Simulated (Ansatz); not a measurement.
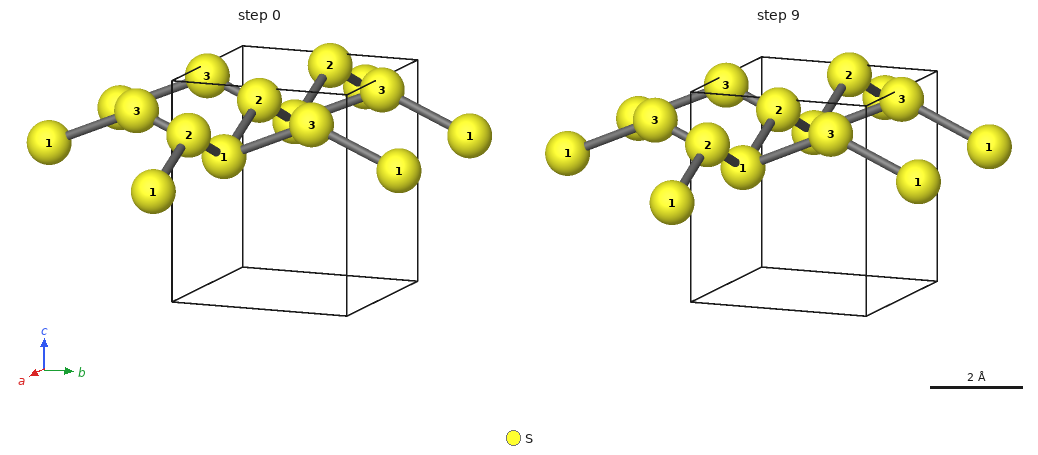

The structure of a crystal of S (built on the random type) before (left) and after (right) a relaxation, at one scale.

The picture is a ball-and-stick view of the cell of the calculation, repeated 2 × 1 × 1 with one cell outlined, seen slightly off an axis.

Case: random cell with space group P4mm (No. 99).

Theory: DFT PBE, scalar-relativistic, plane waves, PAW (Ansatz 0.2.0). Set-up: plane-wave cutoff 420 eV; k-point mesh 8 × 8 × 6; occupations gaussian; smearing width 0.02 eV; no spin polarisation; cell and atoms relaxed; force threshold 0.01 eV/Å; at most 80 steps.

Question: Describe what moved and what it gained.

Answer: The atom that moves furthest relative to the cell is S1 (0.051 Å along −c). The drawn cell changes as follows: a = b 4.144 → 4.156 Å (+0.3 %), c 4.959 → 4.711 Å (−5.0 %); the volume changes by −4.4 %. Near-neighbour distances that change, for instance: S1–S2 2.248 → 2.266 Å. The space group stays P4mm (No. 99). The energy falls by 10.8 meV per cell of the calculation in 8 accepted moves (9 points after the start). Largest force component: 0.49 eV/Å at the start, 0.00094 eV/Å at the end. Pressure: 0.88 GPa at the start and 0.00 GPa at the end. At 1 point the geometry stayed and the basis and grid were re-selected for the new cell (energy shift of 0.1 meV per cell of the calculation at most each time).
